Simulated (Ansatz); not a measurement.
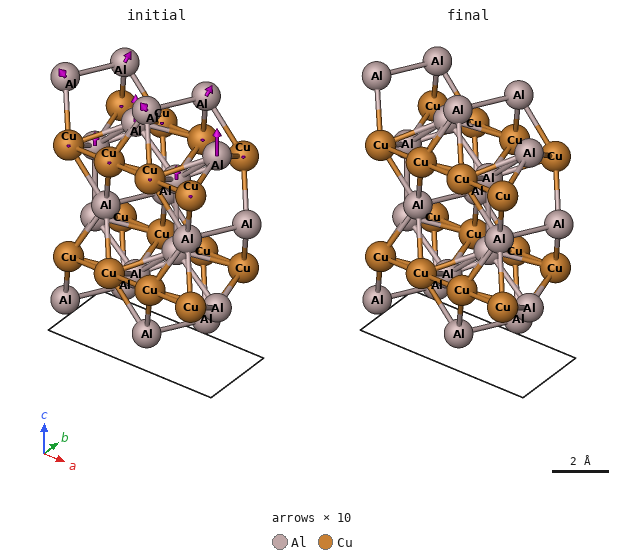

The structure of a slab of composition Al₅Cu₂ (cut from the I4/mcm phase) before (left) and after (right) a constrained relaxation, at one scale. The purple arrows give the displacements, magnified 10 times.

Style: ball-and-stick. Shown: the 2 × 1 repeat of the cell, outlined in the plane, without the vacuum, slightly off an axis.

Case: clean slab, lower half held. The slab is the (1 1 0) face of Al2Cu. 6 atoms are held fixed.

Level of theory: DFT PBEsol, scalar-relativistic, plane waves, PAW (Ansatz 0.2.0). Set-up: plane-wave cutoff 420 eV; k-point mesh 7 × 7 × 1; occupations gaussian; smearing width 0.1 eV; no spin polarisation; dipole correction; atoms relaxed in a fixed cell; force threshold 0.03 eV/Å; at most 70 steps.

**What changed between the two?**

The largest move is that of an Al atom, 0.11 Å along the normal (+c). By element the largest moves are Al 0.11 Å, Cu 0.01 Å. The lattice vectors keep their values. Some distances before and after: Al–Al 2.701 → 2.760 Å, Al–Cu 2.557 → 2.594 Å, Al–Al 2.862 → 2.830 Å, Al–Al 2.862 → 2.890 Å. Bond angles that change, for instance: Cu–Al–Cu 145.0° → 140.1°, Cu–Al–Cu 111.9° → 109.5°, Al–Al–Cu 103.7° → 101.6°. The energy falls by 19.6 meV per cell of the calculation in 2 accepted moves (3 points after the start). Largest force component: 0.15 eV/Å at the start, 0.029 eV/Å at the end. 1 step only repeated the SCF at the same geometry. Cost: 2.2 min on 2 threads of Arm Neoverse V2, with other jobs on the host, peak memory 0.99 GiB.
